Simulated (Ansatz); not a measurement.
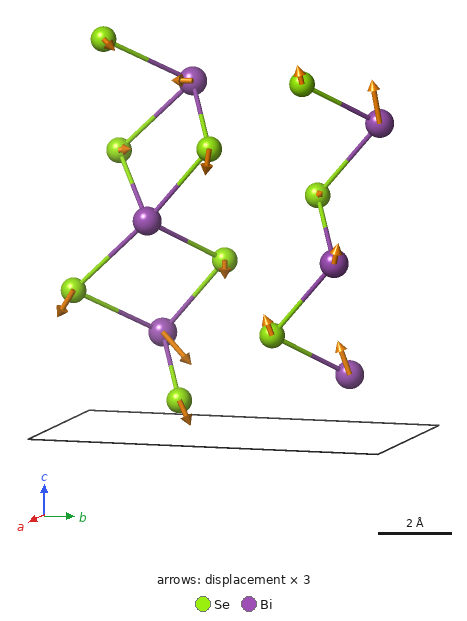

A relaxation of a slab of composition Bi2Se3 (cut from the R-3m phase). The starting structure is drawn; orange arrows show the displacements, 3 times their true length.

The picture is a ball-and-stick view of the cell of the calculation, outlined in the plane, without the vacuum, seen slightly off an axis.

The slab is the (1 0 1) face of Bi2Se3.

Theory: DFT PBE+D3(BJ), scalar-relativistic, plane waves, PAW in Ansatz 0.2.0. Settings: plane-wave cutoff 420 eV; k-point mesh 9 × 4 × 1; occupations gaussian; smearing width 0.05 eV; no spin polarisation; dipole correction; atoms relaxed in a fixed cell; force threshold 0.02 eV/Å; at most 60 steps.

What happened in the run?

Over 8 accepted moves (9 points after the start) the energy falls by 1.407 eV per cell of the calculation. The largest force component goes from 1.7 to 0.017 eV/Å. The line search rejected the trial step at point 7 of the run. A Bi atom moves most relative to the layer's centre: 0.41 Å at 11° to the normal (+c side). By element the largest moves are Bi 0.41 Å, Se 0.32 Å. The lattice vectors keep their values. Near-neighbour distances that change, for instance: Bi–Se 3.069 → 2.664 Å, Bi–Se 3.069 → 3.375 Å, Bi–Se 3.069 → 2.810 Å, Bi–Se 3.069 → 2.850 Å. Bond angles that change, for instance: Se–Bi–Se 174.5° → 158.4°, Se–Bi–Se 91.0° → 100.4°, Se–Bi–Se 84.9° → 93.3°.
